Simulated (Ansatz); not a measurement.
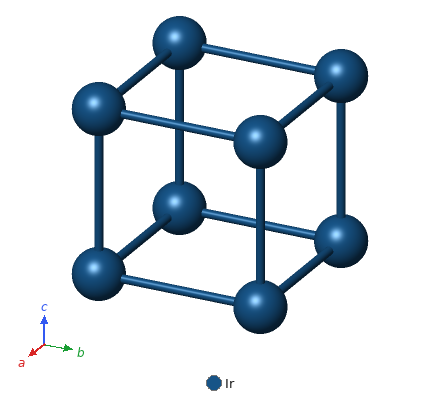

The structure, seen along [211]; the drawing may span several cells.

Structure (in its standard cell), the input geometry of an electronic-structure calculation (not necessarily at equilibrium); the starting structure was generated, so it need not be a known form of this composition:

```yaml
crystal:
  lattice:
    - [2.57181, 0.00000, 0.00000]
    - [0.00000, 2.57181, 0.00000]
    - [0.00000, 0.00000, 2.57181]
  atoms:
    - { symbol: Ir, position: [0.00000, 0.00000, 0.00000] }
```

**Predict the [211] zone-axis pattern (100 kV, kinematic, B = 0.3 Å²).**

The spots form a rectangular net whose two shortest vectors correspond to d = 1.82 Å and 1.48 Å, 90.0° apart. They are 0 -1 1 and -1 1 1. The pattern has symmetry 2mm. No reflection of this zone is absent.

Strongest reflections with d > 0.80 Å, one of each family (|F|² from tabulated Gaussian fits of the electron scattering factors, times a small damping for the curvature of the Ewald sphere):

```json
{"hkl": "0 1 -1", "d (Å)": "1.819", "I (strongest = 100)": "100"}
{"hkl": "1 -1 -1", "d (Å)": "1.485", "I (strongest = 100)": "67"}
{"hkl": "1 0 -2", "d (Å)": "1.150", "I (strongest = 100)": "37"}
{"hkl": "0 2 -2", "d (Å)": "0.909", "I (strongest = 100)": "20"}
```

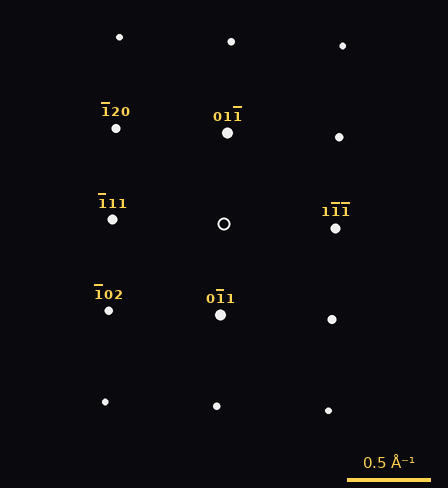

Calculated pattern, seen from the source side with [211] pointing towards the source.
